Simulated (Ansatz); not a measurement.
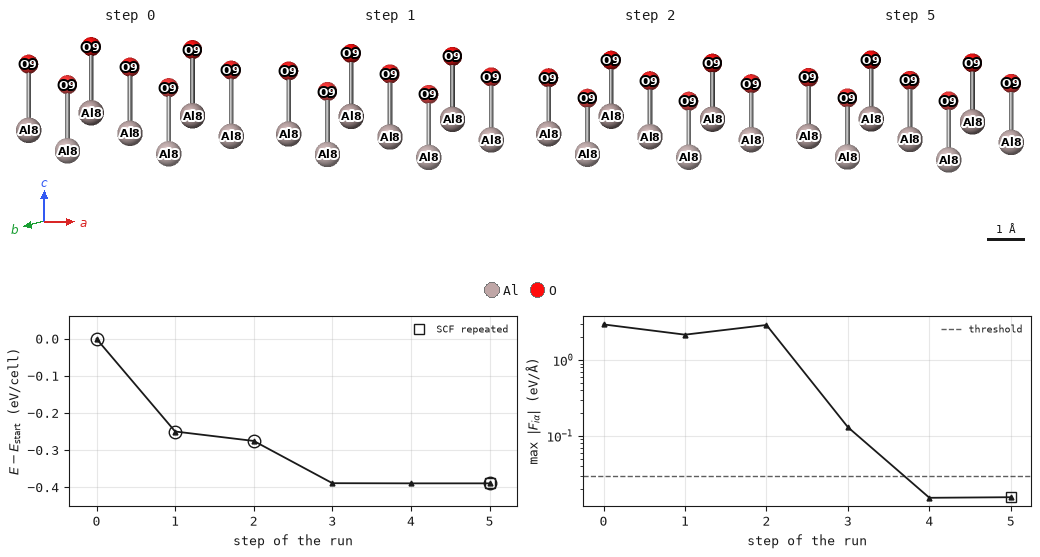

Frames of a constrained relaxation of a slab of composition Al$_{8}$O, marked on the history of the run. The picture is a ball-and-stick view of the atoms within 4.2 Å of the atom that moves most (axes of the 3 × 3 repeat of the cell, outlined in the plane, without the vacuum), seen from a free direction.

4 atoms are held fixed.

The calculation used DFT PBEsol, scalar-relativistic, plane waves, PAW; settings changed in Ansatz.

Input
```yaml
crystal:
  lattice:
    - [2.8362844922, 0.0, 0.0]
    - [-1.4181422461, 2.4562944226, 0.0]
    - [0.0, 0.0, 35.3137615421]
  atoms:
    - { symbol: Al, position: [0.3333333333, 0.6666666667, 0.2406993656] }
    - { symbol: Al, position: [0.0, 0.0, 0.3066945262] }
    - { symbol: Al, position: [0.6666666667, 0.3333333333, 0.3726896867] }
    - { symbol: Al, position: [0.0, 0.0, 0.4386848473] }
    - { symbol: Al, position: [0.3333333333, 0.6666666667, 0.5041562492] }
    - { symbol: Al, position: [0.0, 0.0, 0.5704373706] }
    - { symbol: Al, position: [0.6666666667, 0.3333333333, 0.6367922409] }
    - { symbol: Al, position: [0.0, 0.0, 0.7041304592] }
    - { symbol: O, position: [0.0, 0.0, 0.7573674953] }
basis:
  ecutwfc: 420
  ecutrho_ratio: 8
  xc_grid: 4
kpoints:
  mp_grid: { grid: [12, 12, 1] }
hamiltonian:
  xc: pbesol
scf:
  occupations: { method: gaussian, width: 0.1 }
output:
  forces: true
  eigenvalues: true
relax:
  adjacent_minimum: "off"
  f_tol: 0.03
  max_steps: 70
  constraints: [{ sites: [0, 1, 2, 3] }]
efield:
  axis: 3
  dipole_correction: true
  ramp_width: 0.04
```

Command:
```bash
ansatz run input.yaml --threads 2 --pin off --max-ram 5120MiB --backend cpu --events-out ev --progress --plain --runs-dir out
```

Describe the path.

Answer. Over 4 accepted moves (5 points after the start) the energy falls by 0.389 eV per cell of the calculation. The largest force component goes from 3 to 0.016 eV/Å. 1 step only repeated the SCF at the same geometry. The largest move is that of O9, 0.38 Å along the normal (−c). Largest moves by element: O 0.38 Å, Al 0.17 Å. The cell stays as it was. Among the contacts that change: Al8–O9 1.880 → 1.677 Å. Cost: 75 s on 2 threads of Intel(R) Xeon(R) Processor @ 2.70GHz, on a shared host, peak memory 1.2 GiB. From step 0 to 1: O9 moves most (0.19 Å), energy −0.250 eV per cell of the calculation. From step 1 to 2: O9 moves most (0.19 Å), energy −25.5 meV per cell of the calculation. From step 2 to 5: Al8 moves most (0.08 Å), energy −0.114 eV per cell of the calculation.

```
step  E − E(0), meV/atom  largest force component, eV/Å                         note
   0                0.00                         2.9512                             
   1              -27.73                         2.1624                             
   2              -30.56                         2.9008                             
   3              -43.20                         0.1305                             
   4              -43.25                         0.0153                             
   5              -43.25                         0.0156  same geometry, SCF repeated
```
